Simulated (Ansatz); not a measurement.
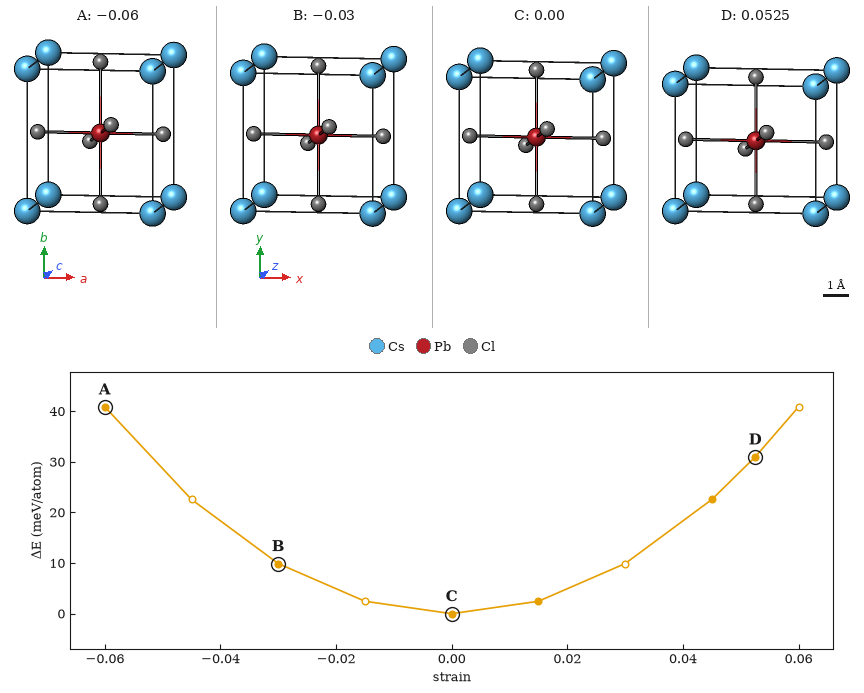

A scan of crystalline CsPbCl3 (Pm-3m): the cell is strained along x and oppositely along y, with the atoms kept at their fractional coordinates. x, y and z are the Cartesian axes of the input. The lettered frames are marked on the plot. Hollow markers are points alike by symmetry, not computed again. A ball-and-stick model of the cell of the calculation, seen along the c axis, with a slight tilt.

All numbers below come from DFT LDA, scalar-relativistic, plane waves, PAW in Ansatz. Settings: plane-wave cutoff 420 eV; k-point mesh 6 × 6 × 6; occupations gaussian; smearing width 0.05 eV; no spin polarisation. Energies (free energies at the smearing named) are counted from the cell as listed in its source, which wasn't relaxed.

### Describe the profile.

Of the computed points the lowest is at the strain 0.00, 0.0 meV/atom. The unrelaxed reference is under a pressure of −1.2 GPa. The distortion takes the space group from Pm-3m to Pmmm. At the strain −0.06 the cell of the drawing goes a 5.605 → 5.269 Å, b 5.605 → 5.941 Å.
